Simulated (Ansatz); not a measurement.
## Two runs on SiO₂

System: SiO₂ (P4₂/mnm, 6 atoms in the cell).
Method of run 1: DFT, LDA, plane waves, PAW, no spin polarisation (Ansatz 0.2.0).

The structure derives from an entry of the Crystallography Open Database. Text and figures count atoms from 1; the logs count them from 0 in places.

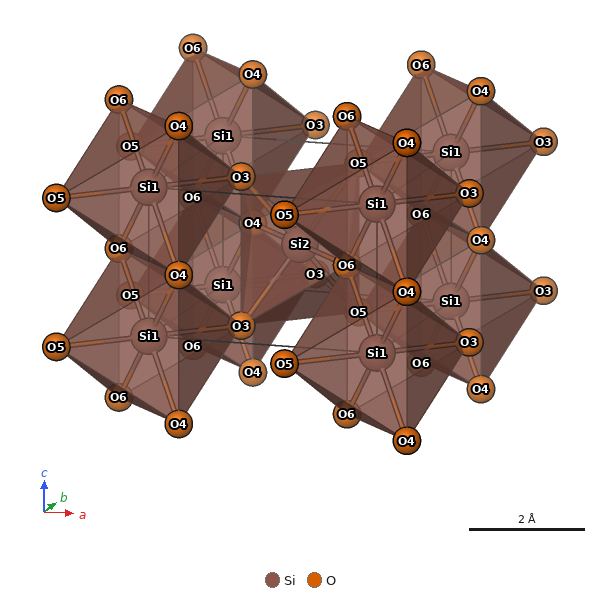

Figure 1. The starting structure (polyhedral view of the cell of the calculation, seen slightly off an axis; polyhedra are completed across the faces of the cell; atoms are numbered from 1 in the order of the input).

**Input file, run 1**
```yaml
crystal:
  lattice:
    - [4.18928835, 0.0, 0.0]
    - [0.0, 4.18928835, 0.0]
    - [0.0, 0.0, 2.67017724]
  atoms:
    - { symbol: Si, position: [0.0, 0.0, 0.0] }
    - { symbol: Si, position: [0.5, 0.5, 0.5] }
    - { symbol: O, position: [0.3059, 0.3059, 0.0] }
    - { symbol: O, position: [0.1941, 0.8059, 0.5] }
    - { symbol: O, position: [0.6941, 0.6941, 0.0] }
    - { symbol: O, position: [0.8059, 0.1941, 0.5] }
  symmetry: { tolerance: 0.0003 }
kpoints:
  mp_grid: { grid: [4, 4, 7], shift: [0, 0, 0] }
magnetization:
  spin_polarized: false
scf:
  occupations: { method: fermi_dirac }
  n_extra_bands: 16
hamiltonian:
  pseudopotentials: { kind: paw }
  xc: lda
basis:
  ecutwfc: 420
output:
  forces: true
  stress: true
  eigenvalues: true
  write_density: true
  write_potential: true
  elf: true
  volumetric_format: npy
relax:
  max_steps: 40
  cell: {}
```

Command:
```bash
ansatz run input.yaml --threads 1 --pin off --max-ram 2560MiB --backend cpu --events-out ev --progress --plain --runs-dir out
```

Hardware: 1 thread of AMD EPYC (Zen 3), 64 GiB of memory available, shared host.

**Output, shortened to warnings, some set-up lines, iterations and results (run 1)**
```
Basis set: ecut = 420 eV, 917 PW (Γ)
Symmetry: 16 space group operations
k-points: 24 of 112
Initial density: superposition of atomic densities (neutral atoms: chi_scale 0, normalization atom), corrected by the library's trained network
[...]
SCF iter   1: F=—  HF=-3445.433009 eV  |F-HF|=—  |Δ(HF+E_count)|=         —  Δρ=1.49e-2  dr2=8.30e-2  ethr=1.77e-3  ⟨swp⟩=5.1  Hψ=3825  notcnv=0  defer=108
SCF iter   2: F=—  HF=-3445.408995 eV  |F-HF|=—  |Δ(HF+E_count)|=   2.40e-2  Δρ=5.06e-3  dr2=9.27e-3  ethr=2.59e-4  ⟨swp⟩=1.2  Hψ=967  notcnv=0  defer=161
SCF iter   3: F=—  HF=-3445.406005 eV  |F-HF|=—  |Δ(HF+E_count)|=   2.99e-3  Δρ=7.74e-4  dr2=9.85e-5  ethr=2.90e-5  ⟨swp⟩=2.2  Hψ=810  notcnv=0  defer=161
SCF iter   4: F=—  HF=-3445.405968 eV  |F-HF|=—  |Δ(HF+E_count)|=   3.65e-5  Δρ=1.02e-4  dr2=4.01e-6  ethr=3.08e-7  ⟨swp⟩=2.5  Hψ=868  notcnv=0  defer=161
SCF iter   5: F=-3445.405967 eV  HF=-3445.405967 eV  |F-HF|=1.64e-8  |Δ(HF+E_count)|=   1.51e-6  Δρ=1.18e-5  dr2=3.68e-8  ethr=1.25e-8  ⟨swp⟩=2.0  Hψ=812  notcnv=0  defer=161
[... 47 lines ...]
SCF iter   5: F=-3445.423582 eV  HF=-3445.423582 eV  |F-HF|=4.55e-13  |Δ(HF+E_count)|=  9.09e-13  Δρ=1.18e-8  dr2=1.70e-14  ethr=1.00e-12  ⟨swp⟩=1.0  Hψ=768  notcnv=0
SCF iter   6: F=-3445.423582 eV  HF=-3445.423582 eV  |F-HF|=9.09e-13  |Δ(HF+E_count)|=  9.09e-13  Δρ=1.30e-9  dr2=2.11e-16  ethr=1.00e-12  ⟨swp⟩=1.0  Hψ=768  notcnv=0
SCF iter   7: F=-3445.423582 eV  HF=-3445.423582 eV  |F-HF|=9.09e-13  |Δ(HF+E_count)|=  9.09e-13  Δρ=1.26e-10  dr2=4.15e-18  ethr=1.00e-12  ⟨swp⟩=2.4  Hψ=1981  notcnv=0
SCF 7 converged in 7 iterations: F = -3445.423582 eV  dr2 = 4.15e-18
relax step   7: F+E_penalty+E_count = -3445.42358170 eV  Δ(F+E_penalty+E_count) = +3.440e-4 eV  max|allowed force component| = 2.151e-4 eV/Å  Δτ_max = 0.0000 Å  P = -0.011 …
basis re-selected at this cell: Δ(F+E_penalty+E_count) = +3.440e-4 eV, ΔP = -0.006 GPa vs the last step (what re-selecting the basis moved, of the pressure what is left beyond the Pulay correction that the steps carried, after the strain that the cell walked since its last selection, with what the …
SCF converged after 7 iterations
Free energy (F): -3445.423582 eV
Harris-Foulkes:  -3445.423582 eV  (|F-HF|=9.09e-13)
Internal energy: -3445.423582 eV  (E = F + TS)
E sigma→0 (E₀):  -3445.423582 eV
Fermi energy:    13.430261 eV
--- Per-component energies (eV) ---
  E_band       = 62.868940
  E_kinetic    = 812.643460
  E_local      = -1209.590301  (includes V_loc(G=0)·N_el)
  E_nonlocal   = 246.860876
  E_hartree    = 424.432360
  E_xc         = -407.026326
  E_vxc        = -477.424749  (∫ρ·V_xc dr)
  E_paw        = -1565.420694  (= ΣΔE_a)
  E_vpaw       = -158.495349  (= ΣTr[D̂ρ^β])
  E_aug_tail   = 0.010284  (compensation charges beyond the density's cutoff)
  E_ewald      = -1747.889587
  E_core_change = 0.556347  (= ΣΔE_core)
  E_smearing   = -0.000000  (= −TS)
  E_closure    = 0.000000  (closes the sum)
  Σ components = -3445.423582   (vs F -3445.423582, Δ=0.00e0)
--- Forces (eV/Å), atoms counted from 1 ---
  atom   1  Si    -0.00000000     0.00000000     0.00000000
  atom   2  Si    -0.00000000    -0.00000000     0.00000000
  atom   3  O      0.00021506     0.00021506     0.00000000
  atom   4  O     -0.00021506     0.00021506     0.00000000
  atom   5  O     -0.00021506    -0.00021506     0.00000000
  atom   6  O      0.00021506    -0.00021506     0.00000000
  max |Σ_I F_I| component: 8.67e-19 eV/Å
--- Stress (GPa, compression-positive) ---
       -0.010682       0.000000       0.000000
        0.000000      -0.010682       0.000000
        0.000000       0.000000      -0.013027
  P = ⅓ Tr σ = -0.0115 GPa (-0.115 kbar)
--- Relaxed structure (5 steps of the walk, 5 accepted, 2 SCFs on fresh bases) ---
  F+E_penalty+E_count = -3445.42358170 eV   max|allowed force component| = 2.151e-4 eV/Å   (the final SCF, on the basis selected at the relaxed cell)
  cell:  # Å, volume = 45.9458 Å³
    - [4.154935350707537, -1.118949649859234e-34, 0.0]
    - [-1.118949649859234e-34, 4.154935350707537, 0.0]
    - [0.0, 0.0, 2.6614451213819406]
  atoms:
[...]
```

For run 2 the input was changed thus:
```diff
-  n_extra_bands: 16
```

What does this change do to the results?

Both reach the same energy, so the change doesn't alter the result. The SCF takes 34 iterations over all geometry steps against 43.

**Output, shortened to warnings, some set-up lines, iterations and results (run 2)**
```
Basis set: ecut = 420 eV, 917 PW (Γ)
Symmetry: 16 space group operations
k-points: 24 of 112
Initial density: superposition of atomic densities (neutral atoms: chi_scale 0, normalization atom), corrected by the library's trained network
[...]
SCF iter   1: F=—  HF=-3445.433026 eV  |F-HF|=—  |Δ(HF+E_count)|=         —  Δρ=1.51e-2  dr2=8.45e-2  ethr=1.77e-3  ⟨swp⟩=5.7  Hψ=2843  notcnv=0
SCF iter   2: F=—  HF=-3445.408581 eV  |F-HF|=—  |Δ(HF+E_count)|=   2.44e-2  Δρ=5.94e-3  dr2=6.43e-3  ethr=2.64e-4  ⟨swp⟩=2.3  Hψ=1109  notcnv=0  defer=39
SCF iter   3: F=—  HF=-3445.406187 eV  |F-HF|=—  |Δ(HF+E_count)|=   2.39e-3  Δρ=1.90e-3  dr2=5.31e-4  ethr=2.01e-5  ⟨swp⟩=2.0  Hψ=780  notcnv=0  defer=39
SCF iter   4: F=—  HF=-3445.405971 eV  |F-HF|=—  |Δ(HF+E_count)|=   2.16e-4  Δρ=1.42e-4  dr2=3.23e-6  ethr=1.66e-6  ⟨swp⟩=1.0  Hψ=488  notcnv=0  defer=39
SCF iter   5: F=—  HF=-3445.405967 eV  |F-HF|=—  |Δ(HF+E_count)|=   4.76e-6  Δρ=1.84e-5  dr2=5.13e-8  ethr=1.01e-8  ⟨swp⟩=2.3  Hψ=829  notcnv=0  defer=39
[... 38 lines ...]
SCF iter   3: F=—  HF=-3445.423582 eV  |F-HF|=—  |Δ(HF+E_count)|=   1.42e-8  Δρ=8.06e-7  dr2=1.01e-10  ethr=1.16e-10  ⟨swp⟩=2.0  Hψ=911  notcnv=0
SCF iter   4: F=—  HF=-3445.423582 eV  |F-HF|=—  |Δ(HF+E_count)|=  1.68e-11  Δρ=4.80e-7  dr2=7.13e-11  ethr=1.00e-12  ⟨swp⟩=7.6  Hψ=2818  notcnv=0
SCF iter   5: F=-3445.423582 eV  HF=-3445.423582 eV  |F-HF|=0.00e0  |Δ(HF+E_count)|=  2.82e-11  Δρ=5.15e-8  dr2=3.90e-13  ethr=1.00e-12  ⟨swp⟩=6.0  Hψ=2325  notcnv=0
SCF 7 converged in 5 iterations: F = -3445.423582 eV  dr2 = 3.90e-13
relax step   7: F+E_penalty+E_count = -3445.42358168 eV  Δ(F+E_penalty+E_count) = +3.440e-4 eV  max|allowed force component| = 2.124e-4 eV/Å  Δτ_max = 0.0000 Å  P = -0.011 …
basis re-selected at this cell: Δ(F+E_penalty+E_count) = +3.440e-4 eV, ΔP = -0.004 GPa vs the last step (what re-selecting the basis moved, of the pressure what is left beyond the Pulay correction that the steps carried, after the strain that the cell walked since its last selection, with what the …
SCF converged after 5 iterations
Free energy (F): -3445.423582 eV
Harris-Foulkes:  -3445.423582 eV  (|F-HF|=0.00e0)
Internal energy: -3445.423582 eV  (E = F + TS)
E sigma→0 (E₀):  -3445.423582 eV
Fermi energy:    13.430260 eV
--- Per-component energies (eV) ---
  E_band       = 62.868909
  E_kinetic    = 812.643460
  E_local      = -1209.590387  (includes V_loc(G=0)·N_el)
  E_nonlocal   = 246.860878
  E_hartree    = 424.432390
  E_xc         = -407.026326
  E_vxc        = -477.424749  (∫ρ·V_xc dr)
  E_paw        = -1565.420694  (= ΣΔE_a)
  E_vpaw       = -158.495349  (= ΣTr[D̂ρ^β])
  E_aug_tail   = 0.010284  (compensation charges beyond the density's cutoff)
  E_ewald      = -1747.889533
  E_core_change = 0.556347  (= ΣΔE_core)
  E_smearing   = -0.000000  (= −TS)
  E_closure    = 0.000000  (closes the sum)
  Σ components = -3445.423582   (vs F -3445.423582, Δ=0.00e0)
--- Forces (eV/Å), atoms counted from 1 ---
  atom   1  Si    -0.00000000     0.00000000     0.00000000
  atom   2  Si     0.00000000    -0.00000000     0.00000000
  atom   3  O      0.00021242     0.00021242     0.00000000
  atom   4  O     -0.00021242     0.00021242     0.00000000
  atom   5  O     -0.00021242    -0.00021242     0.00000000
  atom   6  O      0.00021242    -0.00021242     0.00000000
  max |Σ_I F_I| component: 8.67e-19 eV/Å
--- Stress (GPa, compression-positive) ---
       -0.010688       0.000000       0.000000
        0.000000      -0.010688       0.000000
        0.000000       0.000000      -0.013018
  P = ⅓ Tr σ = -0.0115 GPa (-0.115 kbar)
--- Relaxed structure (5 steps of the walk, 5 accepted, 2 SCFs on fresh bases) ---
  F+E_penalty+E_count = -3445.42358168 eV   max|allowed force component| = 2.124e-4 eV/Å   (the final SCF, on the basis selected at the relaxed cell)
  cell:  # Å, volume = 45.9458 Å³
    - [4.154935519753491, -1.0839824733011331e-34, 0.0]
    - [-2.202932123160367e-34, 4.154935519753491, 0.0]
    - [0.0, 0.0, 2.6614450268178405]
  atoms:
[...]
```

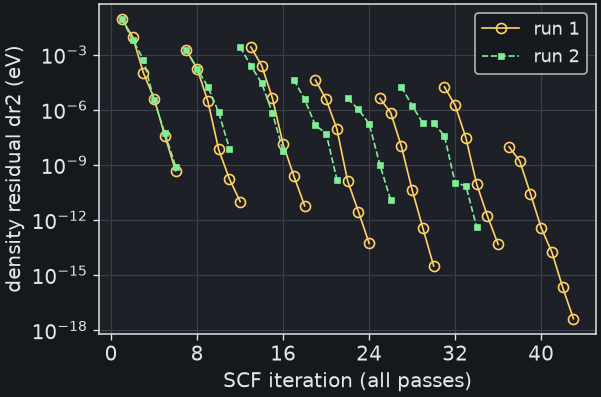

Figure 2. Convergence of the two runs: density residual dr2 against the SCF iteration. A break in a curve parts two SCF passes. Run 1 takes 43 iterations in all, and run 2 takes 34.

**The two runs side by side**

| quantity | run 1 | run 2 |
| --- | --- | --- |
| outcome | converged | converged |
| free energy per atom (eV) | −574.2373 | −574.2373 |
| gap on the mesh (eV) | 5.81 | 5.81 |
| pressure (GPa) | −0.01 | −0.01 |
| largest force (eV/Å) | 0.000 | 0.000 |
| SCF iterations | 43 | 34 |
| irreducible k-points | 24 | 24 |
| wall time (shared host) | 13 s | 9.5 s |
